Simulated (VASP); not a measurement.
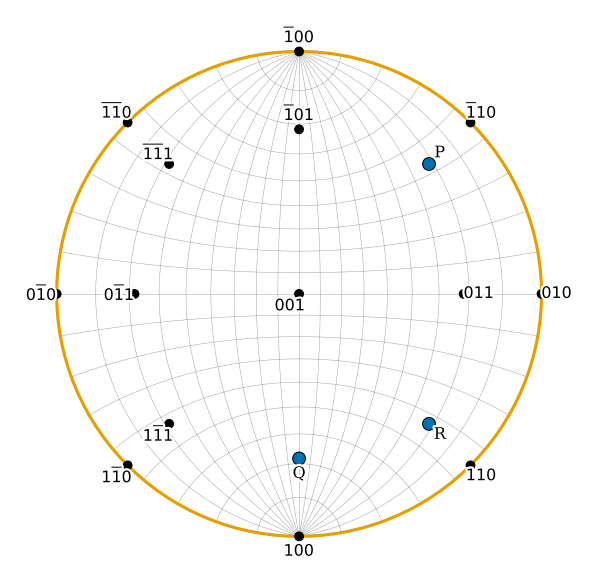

Stereographic projection of plane normals (upper hemisphere) centred on (0 0 1). Crystal: TiO2, the geometry relaxed with VASP 6.6.1, VASP Kohn-Sham DFT of a periodic cell, BLYP with D3, VASP PAW PBE potentials, recommended. The drawing is computed from the coordinates (standard cell, symmetry found to 0.002 Å).

a = 3.812 Å, b = 3.812 Å, c = 9.599 Å, α = 90.00°, β = 90.00°, γ = 90.00°.

Index the poles marked P, Q, R.

P is (−1 1 1), 74.3° from the centre; Q is (1 0 1), 68.3° from the centre; R is (1 1 1), 74.3° from the centre.

Which zone does the coloured great circle trace?

The zone [0 0 1]: its poles satisfy l = 0.

What is the angle between the normals of (1 0 0) and (1 1 1), and what are their d_hkl = 1/|g|?

47.1°; d = 3.812 Å and 2.595 Å.
